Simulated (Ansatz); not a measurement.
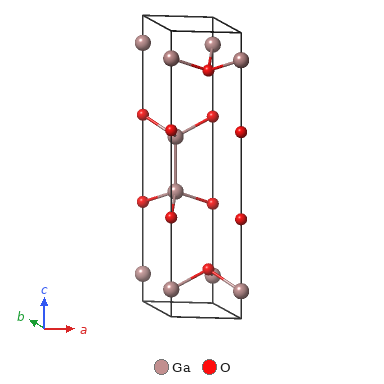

System: GaO, space group P-6m2 (No. 187) (cell built by us, not taken from a database). The picture shows the conventional cell.

Input file:
```
crystal:
  lattice:
    - [3.0846908519, 0.0, 0.0]
    - [-1.542345426, 2.6714206406, 0.0]
    - [0.0, 0.0, 12.9271888789]
  atoms:
    - { symbol: Ga, position: [0.3333333333, 0.6666666667, 0.4039770039] }
    - { symbol: Ga, position: [0.3333333333, 0.6666666667, 0.5960229961] }
    - { symbol: Ga, position: [0.0, 0.0, 0.0960308118] }
    - { symbol: Ga, position: [0.0, 0.0, 0.9039691882] }
    - { symbol: O, position: [0.6666666667, 0.3333333333, 0.1523024296] }
    - { symbol: O, position: [0.6666666667, 0.3333333333, 0.8476975704] }
    - { symbol: O, position: [0.0, 0.0, 0.3475191144] }
    - { symbol: O, position: [0.0, 0.0, 0.6524808856] }
basis:
  ecutwfc: 420
kpoints:
  mp_grid: { grid: [12, 12, 2] }
hamiltonian:
  xc: pbe
scf:
  occupations: { method: fixed }
output:
  eigenvalues: true
phonons:
  method: dfpt
  dielectric: true
  rigid_motions: translations
  eigenvectors: true
```

Command:
```bash
ansatz run input.yaml --threads 2 --pin off --max-ram 6144MiB --backend cpu --events-out ev --progress --plain --runs-dir out
```

Calculation (Ansatz 0.2.0): infrared-active and silent optical phonons at the zone centre of an insulator with atoms at rest in the given cell, intensity summed over the level, zero macroscopic field, imaginary frequencies are negative, field response on a mesh refined by the program; PAW. Level: PBE, no spin polarisation.

| setting | value |
| --- | --- |
| wave cutoff | 420 eV |
| k mesh | 12×12×2 |
| occupations | fixed |
| pressure | 3 GPa |

Predict the infrared spectrum of the zone-centre phonons.

The strongest infrared line is at 466.1 cm⁻¹, followed by 388.7 (20 % of it).

| frequency (cm⁻¹) | degeneracy | infrared ((D/Å)²/amu) |
| --- | --- | --- |
| 34.7 | 2 | 0.004 |
| 56.1 | 1 | 0.01 |
| 73.9 | 2 | 0 |
| 80.5 | 2 | 0 |
| 204.0 | 1 | 0 |
| 213.6 | 1 | 0 |
| 388.7 | 1 | 16.6 |
| 466.0 | 2 | 0 |
| 466.1 | 2 | 83.4 |
| 471.0 | 2 | 0 |
| 471.1 | 2 | 0.326 |
| 492.6 | 1 | 0 |
| 493.3 | 1 | 0 |
| 504.8 | 1 | 0 |

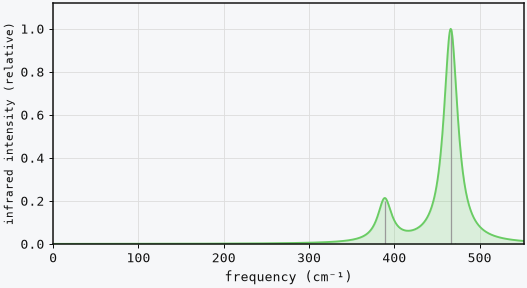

Lines are broadened by Lorentzians of 20 cm⁻¹ full width; the spectrum is scaled to its strongest line. These are zero-field (TO) frequencies; inactive modes don't show.

Note: field response not converged on the k mesh; weakly bound, no dispersion correction.
